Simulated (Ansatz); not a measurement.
**Two runs on Co**

System: Co (4 atoms in the cell).
Method of the first run: DFT LDA, scalar-relativistic, plane waves, PAW, spin-polarised (Ansatz 0.2.0).

Text and figures count atoms from 1; the logs count them from 0 in places.

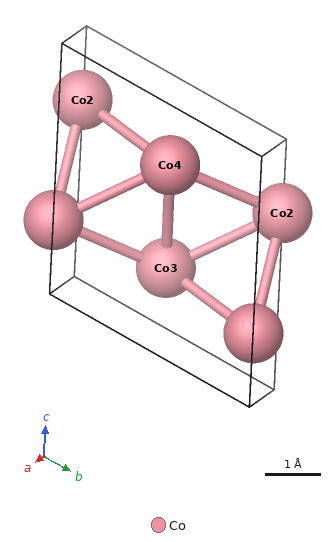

The structure (ball-and-stick view of the reduced cell, seen slightly off an axis; atoms are numbered from 1 in the order of the input).

## Input file, the first run
```yaml
crystal:
  lattice:
    - [2.4294441922, 0.0, 0.0]
    - [-1.2147220961, 2.1039603875, 3.9179299248]
    - [0.0, 0.0, 7.8358598496]
  atoms:
    - { symbol: Co, position: [0.3333333333, 0.6666666667, 0.0416666667], spin: 1.5 }
    - { symbol: Co, position: [0.6666666667, 0.3333333333, 0.9583333333], spin: 1.5 }
    - { symbol: Co, position: [0.3333333333, 0.6666666667, 0.5416666667], spin: 1.5 }
    - { symbol: Co, position: [0.6666666667, 0.3333333333, 0.4583333333], spin: 1.5 }
basis:
  ecutwfc: 420
  ecutrho_ratio: 4
kpoints:
  mp_grid: { grid: [20, 20, 20] }
hamiltonian:
  xc: lda
scf:
  occupations: { method: gaussian, width: 0.05 }
output:
  forces: true
  stress: true
  eigenvalues: true
  populations: true
magnetization:
  spin_polarized: true
```

Hardware: 4 threads of an x86-64 CPU, shared host.

## Output, shortened to warnings, some set-up lines, iterations and results (the first run)
```
Basis set: ecut = 420 eV, 783 PW (Γ)
Symmetry: 16 space group operations
k-points: 1166 of 8000
Initial density: superposition of atomic densities (chi_scale 0.1, normalization cell)
[...]
SCF iter   1: F=—  HF=-20249.918028 eV  |F-HF|=—  |Δ(HF+E_count)|=         —  Δρ=1.14e-1 (↑6.51e-2 ↓1.14e-1)  dr2=7.12e0  dr2_m=2.33e-1  M=5.614 μB ∫|m|=5.773 μB  β_m=0.30  …
SCF iter   2: F=—  HF=-20247.669060 eV  |F-HF|=—  |Δ(HF+E_count)|=    2.25e0  Δρ=6.97e-2 (↑3.45e-2 ↓6.97e-2)  dr2=4.63e-1  dr2_m=9.63e-1  M=6.321 μB ∫|m|=6.558 μB  β_m=0.37  …
SCF iter   3: F=—  HF=-20248.971819 eV  |F-HF|=—  |Δ(HF+E_count)|=    1.30e0  Δρ=3.77e-2 (↑3.77e-2 ↓2.78e-2)  dr2=2.52e-2  dr2_m=3.81e-1  M=6.284 μB ∫|m|=6.574 μB  β_m=0.60  …
SCF iter   4: F=—  HF=-20250.597030 eV  |F-HF|=—  |Δ(HF+E_count)|=    1.63e0  Δρ=3.22e-2 (↑3.22e-2 ↓2.74e-3)  dr2=2.00e-1  dr2_m=1.02e-1  M=6.195 μB ∫|m|=6.535 μB  β_m=0.80  …
SCF iter   5: F=—  HF=-20251.072548 eV  |F-HF|=—  |Δ(HF+E_count)|=   4.76e-1  Δρ=1.54e-2 (↑1.54e-2 ↓2.14e-3)  dr2=5.36e-2  dr2_m=2.41e-2  M=6.101 μB ∫|m|=6.469 μB  β_m=0.86  …
SCF iter   6: F=—  HF=-20251.071847 eV  |F-HF|=—  |Δ(HF+E_count)|=   7.01e-4  Δρ=6.63e-3 (↑6.63e-3 ↓3.15e-3)  dr2=4.49e-3  dr2_m=8.48e-3  M=6.085 μB ∫|m|=6.460 μB  β_m=0.88  …
SCF iter   7: F=—  HF=-20251.071884 eV  |F-HF|=—  |Δ(HF+E_count)|=   3.67e-5  Δρ=1.06e-3 (↑5.32e-4 ↓1.06e-3)  dr2=5.62e-4  dr2_m=3.39e-5  M=6.076 μB ∫|m|=6.459 μB  β_m=0.94  …
SCF iter   8: F=—  HF=-20251.072246 eV  |F-HF|=—  |Δ(HF+E_count)|=   3.62e-4  Δρ=4.46e-4 (↑9.18e-5 ↓4.46e-4)  dr2=3.52e-5  dr2_m=2.27e-5  M=6.080 μB ∫|m|=6.463 μB  β_m=0.97  …
SCF iter   9: F=—  HF=-20251.072252 eV  |F-HF|=—  |Δ(HF+E_count)|=   6.32e-6  Δρ=5.51e-5 (↑2.07e-5 ↓5.51e-5)  dr2=5.04e-7  dr2_m=4.76e-7  M=6.081 μB ∫|m|=6.464 μB  β_m=0.98  …
SCF iter  10: F=—  HF=-20251.072252 eV  |F-HF|=—  |Δ(HF+E_count)|=   1.36e-7  Δρ=8.53e-6 (↑7.19e-6 ↓8.53e-6)  dr2=6.98e-8  dr2_m=2.89e-10  M=6.081 μB ∫|m|=6.464 μB  β_m=0.99  …
SCF iter  11: F=-20251.072252 eV  HF=-20251.072252 eV  |F-HF|=9.46e-11  |Δ(HF+E_count)|=   8.32e-9  Δρ=9.28e-7 (↑9.28e-7 ↓7.86e-7)  dr2=1.68e-10  dr2_m=4.64e-11  M=6.081 μB …
SCF 1 converged in 11 iterations: F = -20251.072252 eV  dr2 = 1.68e-10
SCF converged after 11 iterations
Magnetization: 6.0810 μB (37.0405 up, 30.9595 down)
Absolute magnetization: 6.4662 μB (∫|ρ↑−ρ↓|, with the PAW one-centre terms)
Spin contamination: 0.0620 ħ² per cell (⟨S²⟩ above its minimum at these occupations)
Per-site moments (μB) at R_I (Å): [(1.5649084187222144, 0.993854820100774), (1.5649084187222153, 0.9938548201007741), (1.5649084187222142, 0.993854820100774), (1.5649084187222149, 0.993854820100774)]
Free energy (F): -20251.072252 eV
Harris-Foulkes:  -20251.072252 eV  (|F-HF|=9.46e-11)
Internal energy: -20251.068039 eV  (E = F + TS)
E sigma→0 (E₀):  -20251.070146 eV
Entropy (-TS):   -0.004213 eV (-1.053 meV/atom)
Fermi energy:    20.080369 eV
--- Per-component energies (eV) ---
  E_band       = -868.950798
  E_kinetic    = 1825.672587
  E_local      = -10886.555186  (includes V_loc(G=0)·N_el)
  E_nonlocal   = 1837.080663
  E_hartree    = 4567.948001
  E_xc         = -634.104645
  E_vxc        = -823.255697  (∫ρ·V_xc dr)
  E_paw        = -5810.431068  (= ΣΔE_a)
  E_vpaw       = -1957.790057  (= ΣTr[D̂ρ^β])
  E_aug_tail   = 0.000134  (compensation charges beyond the density's cutoff)
  E_ewald      = -11152.351528
  E_core_change = 1.673002  (= ΣΔE_core)
  E_smearing   = -0.004213  (= −TS)
  E_closure    = 0.000000  (closes the sum)
  Σ components = -20251.072252   (vs F -20251.072252, Δ=0.00e0)
--- Forces (eV/Å), atoms counted from 1 ---
  atom   1  Co     0.00000000     0.00027029    -0.00000000
  atom   2  Co    -0.00000000    -0.00027029    -0.00000000
  atom   3  Co     0.00000000     0.00027029    -0.00000000
  atom   4  Co    -0.00000000    -0.00027029    -0.00000000
  max |Σ_I F_I| component: 2.78e-17 eV/Å
--- Stress (GPa, compression-positive) ---
        0.044983      -0.000000      -0.000000
       -0.000000      -0.022946       0.000000
       -0.000000       0.000000       0.009061
  P = ⅓ Tr σ = 0.0104 GPa (0.104 kbar)
--- Löwdin populations: 4 sites ---
  site symbol       q [e]    m [muB]
     0     Co     16.7920     1.5647
     1     Co     16.7920     1.5647
     2     Co     16.7920     1.5647
     3     Co     16.7920     1.5647
  spilling = 0.012236 (of n_electrons = 68.000000)
```

The input of the second run differs as follows (lines with − go, lines with + come):
```diff
-    - { symbol: Co, position: [0.3333333333, 0.6666666667, 0.5416666667], spin: 1.5 }
-    - { symbol: Co, position: [0.6666666667, 0.3333333333, 0.4583333333], spin: 1.5 }
+    - { symbol: Co, position: [0.3333333333, 0.6666666667, 0.5416666667], spin: -1.5 }
+    - { symbol: Co, position: [0.6666666667, 0.3333333333, 0.4583333333], spin: -1.5 }
```

What does this change do to the results?

With the same functional and potentials, the second run lies 124.8 meV per atom higher. The net moment of the cell goes from 6.08 to 0.00 μB. The pressure goes from 0.01 to −11.82 GPa. The irreducible k-points go from 1166 to 2112.

## Output, shortened to warnings, some set-up lines, iterations and results (the second run)
```
WARN: the starting moments were not kept: the SCF closed with an absolute magnetisation of 4.6e-5 μB, where they sum to 6 μB in size (4 sites). That is at most 0.1 of that sum. Measured as dr2_m measures the in/out step, that magnetisation stands 1.4e-9 eV from none, at or under the dr2_threshold of 1.0e-7 eV: it is no larger than a step whose dr2_m would equal this threshold. The system may hold …
Basis set: ecut = 420 eV, 783 PW (Γ)
Symmetry: 4 space group operations
k-points: 2112 of 8000
Initial density: superposition of atomic densities (chi_scale 0.1, normalization cell)
[...]
SCF iter   1: F=—  HF=-20250.490280 eV  |F-HF|=—  |Δ(HF+E_count)|=         —  Δρ=1.66e-1 (↑1.66e-1 ↓1.66e-1)  dr2=7.97e0  dr2_m=6.84e0  M=0.000 μB ∫|m|=2.012 μB  β_m=0.30  …
SCF iter   2: F=—  HF=-20247.303279 eV  |F-HF|=—  |Δ(HF+E_count)|=    3.19e0  Δρ=8.38e-2 (↑8.38e-2 ↓8.38e-2)  dr2=5.56e-1  dr2_m=2.40e0  M=0.000 μB ∫|m|=2.364 μB  β_m=0.42  …
SCF iter   3: F=—  HF=-20249.297664 eV  |F-HF|=—  |Δ(HF+E_count)|=    1.99e0  Δρ=5.09e-2 (↑5.09e-2 ↓5.09e-2)  dr2=2.13e-2  dr2_m=9.38e-1  M=0.000 μB ∫|m|=1.974 μB  β_m=0.71  …
SCF iter   4: F=—  HF=-20250.619057 eV  |F-HF|=—  |Δ(HF+E_count)|=    1.32e0  Δρ=2.02e-2 (↑2.02e-2 ↓2.02e-2)  dr2=2.15e-1  dr2_m=8.42e-2  M=0.000 μB ∫|m|=0.936 μB  β_m=0.86  …
SCF iter   5: F=—  HF=-20250.515762 eV  |F-HF|=—  |Δ(HF+E_count)|=   1.03e-1  Δρ=2.02e-2 (↑2.02e-2 ↓2.02e-2)  dr2=3.00e-1  dr2_m=6.28e-3  M=0.000 μB ∫|m|=0.206 μB  β_m=0.93  …
[... 10 lines ...]
SCF iter  16: F=-20250.573208 eV  HF=-20250.573208 eV  |F-HF|=0.00e0  |Δ(HF+E_count)|=    0.00e0  Δρ=1.35e-7 (↑1.35e-7 ↓1.35e-7)  dr2=4.30e-12  dr2_m=1.95e-12  M=0.000 μB …
SCF 1 converged in 16 iterations: F = -20250.573208 eV  dr2 = 4.30e-12
SCF iter   1: F=—  HF=-20250.573208 eV  |F-HF|=—  |Δ(HF+E_count)|=         —  Δρ=1.36e-7 (↑1.36e-7 ↓1.36e-7)  dr2=4.35e-12  dr2_m=2.02e-12  M=0.000 μB ∫|m|=0.000 μB  …
SCF iter   2: F=-20250.573208 eV  HF=-20250.573208 eV  |F-HF|=1.09e-11  |Δ(HF+E_count)|=  3.64e-12  Δρ=1.63e-7 (↑1.63e-7 ↓1.63e-7)  dr2=9.55e-12  dr2_m=1.80e-12  M=-0.000 μB …
SCF 2 converged in 2 iterations: F = -20250.573208 eV  dr2 = 9.55e-12
WARN: the starting moments were not kept: the SCF closed with an absolute magnetisation of 4.6e-5 μB, where they sum to 6 μB in size (4 sites). That is at most 0.1 of that sum. Measured as dr2_m measures the in/out step, that magnetisation stands 1.4e-9 eV from none, at or under the dr2_threshold …
SCF converged after 16 iterations
Magnetization: 0.0000 μB (34.0000 up, 34.0000 down)
Absolute magnetization: 0.0000 μB (∫|ρ↑−ρ↓|, with the PAW one-centre terms)
Spin contamination: 0.0000 ħ² per cell (⟨S²⟩ above its minimum at these occupations)
Per-site moments (μB) at R_I (Å): [(-1.143856648693988e-5, 0.9938548198379662), (-1.1438566487384787e-5, 0.9938548198379662), (1.1438566486939883e-5, 0.9938548198379668), (1.1438566487384783e-5, 0.9938548198379668)]
Free energy (F): -20250.573208 eV
Harris-Foulkes:  -20250.573208 eV  (|F-HF|=0.00e0)
Internal energy: -20250.560634 eV  (E = F + TS)
E sigma→0 (E₀):  -20250.566921 eV
Entropy (-TS):   -0.012573 eV (-3.143 meV/atom)
Fermi energy:    20.146778 eV
--- Per-component energies (eV) ---
  E_band       = -873.126073
  E_kinetic    = 1826.670332
  E_local      = -10878.553895  (includes V_loc(G=0)·N_el)
  E_nonlocal   = 1830.949685
  E_hartree    = 4561.483077
  E_xc         = -634.533630
  E_vxc        = -823.800700  (∫ρ·V_xc dr)
[...]
```

## The two runs side by side

| quantity | the first run | the second run |
| --- | --- | --- |
| outcome | converged | converged |
| free energy per atom (eV) | −5062.7681 | −5062.6433 |
| energy per atom, smearing taken to zero (eV) | −5062.7675 | −5062.6417 |
| net moment of the cell (μB) | 6.08 | 0.00 |
| absolute moment of the cell (μB) | 6.47 | 0.00 |
| pressure (GPa) | 0.01 | −11.82 |
| largest force (eV/Å) | 0.000 | 0.000 |
| SCF iterations | 11 | – |
| irreducible k-points | 1166 | 2112 |
| plane waves at Γ | 783 | 783 |
| wall time (shared host) | 82 s | 3.6 min |

For the second run: Warnings: the search outside the symmetry group is no proof of a minimum; some starting moments were not kept; the state was not tested for a lower one. The cell is under a tension of 11.8 GPa at this level, so it is not at its equilibrium volume.
